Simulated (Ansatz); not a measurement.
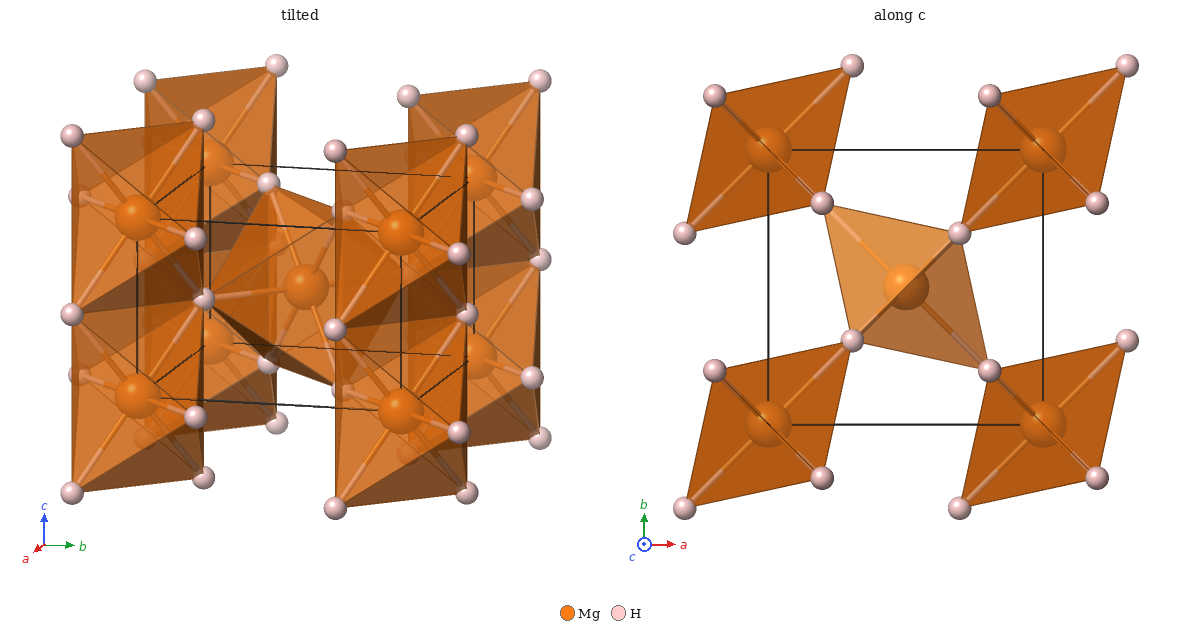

View slightly off an axis and along the c axis, drawn as a polyhedral model. One conventional unit cell is framed, with atoms on its boundary repeated. A few atoms beyond the faces are included.

MgH2, space group P4_2/mnm (No. 136), a = 4.485 Å, b = 4.485 Å, c = 2.996 Å, α = 90.00°, β = 90.00°, γ = 90.00°. The cell started as a structure type filled with these elements by a generator (whether the compound takes this form wasn't checked). Earlier steps of the study may have refined or changed the cell and positions. Ansatz was used for an electronic-structure calculation on it.

This one geometry was computed with Ansatz (DFT, plane waves, PAW) at four levels of theory: HSE06, PBE0, PBE and r2SCAN. It was relaxed beforehand with r2SCAN.

> How does the band gap change with the level of theory?

PBE: a gap of 3.76 eV, indirect; r2SCAN: a gap of 4.38 eV, indirect; HSE06: a gap of 4.84 eV, indirect; PBE0: a gap of 5.57 eV, indirect.

> Collect the results in a table.

| level | cutoff (eV) | k-mesh of the run's cell | gap (eV) | pressure (GPa) |
| --- | --- | --- | --- | --- |
| HSE06 | 420 | 4×4×6 | 4.84 | 0.1 |
| PBE0 | 420 | 4×4×6 | 5.57 | 0.1 |
| PBE | 420 | 6×6×8 | 3.76 | 1.0 |
| r2SCAN | 500 | 6×6×8 | 4.38 | 0.0 |

Gaps are taken on the k-mesh or band path of each run.
